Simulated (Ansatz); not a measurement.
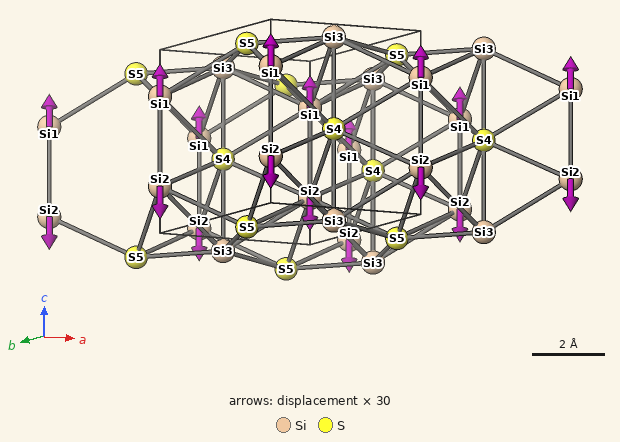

This is a relaxation of crystalline Si$_{3}$S$_{2}$ (a generated structure, set up in P-6m2). The starting structure is drawn; purple arrows show the displacements (the part carried along by the change of the cell is left out), magnified 30 times.

The picture is a ball-and-stick view of the cell of the calculation, repeated 2 × 2 × 1 with one cell outlined, seen from a free direction.

Computed with Ansatz, DFT PBE, scalar-relativistic, plane waves, PAW.

Input
```yaml
crystal:
  lattice:
    - [4.34768364, 0.0, 0.0]
    - [-2.17384182, 3.76520448, 0.0]
    - [0.0, 0.0, 5.33879796]
  atoms:
    - { symbol: Si, position: [0.0, 0.0, 0.74540001] }
    - { symbol: Si, position: [0.0, 0.0, 0.25459999] }
    - { symbol: Si, position: [0.66666667, 0.33333333, 0.0] }
    - { symbol: S, position: [0.66666667, 0.33333333, 0.5] }
    - { symbol: S, position: [0.33333333, 0.66666667, 0.0] }
basis:
  ecutwfc: 420
kpoints:
  mp_grid: { grid: [12, 12, 8] }
hamiltonian:
  xc: pbe
scf:
  occupations: { method: gaussian, width: 0.1 }
output:
  forces: true
  stress: true
  eigenvalues: true
  write_density: true
  write_potential: true
  elf: true
  volumetric_format: npy
relax:
  adjacent_minimum: "off"
  f_tol: 0.01
  max_steps: 80
  cell: { stress_tol: 0.05 }
```

Command:
```bash
ansatz run input.yaml --threads 1 --pin off --max-ram 2560MiB --backend cpu --events-out ev --progress --plain --runs-dir out
```

Which element moves most?

Answer. Silicon: up to 0.032 Å, against 0.000 Å for sulfur.

What did the optimiser do to the structure, and how much energy did it gain?

Answer. The largest moves relative to the cell, 0.032 Å, are those of Si1 and Si2. Si2 goes along −c. S stays in place. Cell: a = b 4.348 → 4.527 Å (+4.1 %), c 5.339 → 4.961 Å (−7.1 %). Volume +0.7 %. Near-neighbour distances that change, for instance: Si1–Si2 2.719 → 2.462 Å, Si3–S4 2.669 → 2.481 Å, Si1–Si2 (another image) 2.620 → 2.499 Å, Si3–S5 2.510 → 2.614 Å. The space group stays P-6m2 (No. 187). After 5 accepted moves (6 points after the start) the energy has fallen by 36.2 meV per atom. Largest force component: 0.25 eV/Å at the start, 0.0004 eV/Å at the end. The pressure goes from 0.32 to 0.01 GPa. The SCF was repeated once at an unchanged geometry on a basis and grid sized afresh for the cell, which shifted the energy by 0.1 meV per atom at most. Cost: 4.9 min on 1 thread of AMD EPYC (Zen 3), on a shared host, peak memory 0.44 GiB.
